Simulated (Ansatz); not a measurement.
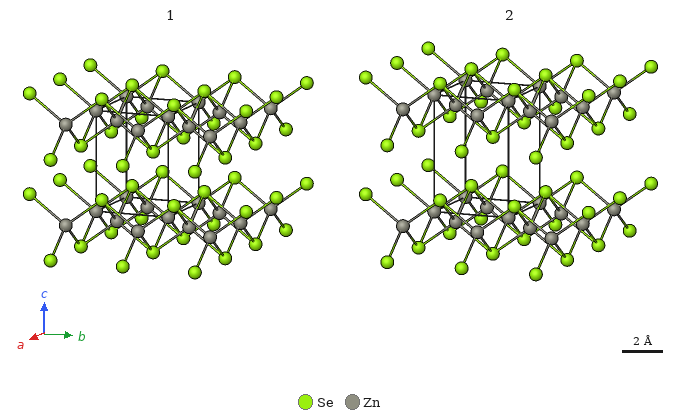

Two geometries of a crystal of ZnSe (set up in P4/nmm), drawn at one scale. One is the start of a relaxation, the other its converged end. A ball-and-stick model of the cell of the calculation, repeated 2 × 2 × 1 with one cell outlined, seen slightly off an axis.

These are results of Kohn-Sham DFT of a periodic cell, LDA, Ansatz PAW (Ansatz), not measurements. Set-up: plane-wave cutoff 420 eV; k-point mesh 5 × 5 × 4; occupations fermi-dirac; smearing width 0.05 eV; no spin polarisation; target pressure 0 GPa; cell and atoms relaxed; force threshold 0.01 eV/Å; at most 40 steps.

> Which geometry has the lower energy?

Structure 1 is the relaxed one. The run lets cell and atoms move. The largest moves relative to the cell, 0.18 Å, are those of Se atoms. Zn stays in place. Cell: a = b 4.108 → 3.990 Å (−2.9 %), c 6.070 → 5.232 Å (−13.8 %). Volume −18.7 %. Some distances before and after: Se–Zn 2.540 → 2.476 Å. The space group stays P4/nmm (No. 129). After 6 accepted moves (7 points after the start) the energy has fallen by 50.8 meV per atom. Largest force component: 0.63 eV/Å at the start, 0.0013 eV/Å at the end. The pressure goes from −4.68 to −0.02 GPa. At 1 point the geometry stayed and the basis and grid were re-selected for the new cell (energy shift of 0.8 meV per atom at most each time).

Limits of the set-up: layers or molecules are held without a dispersion correction, so their spacing is unreliable.
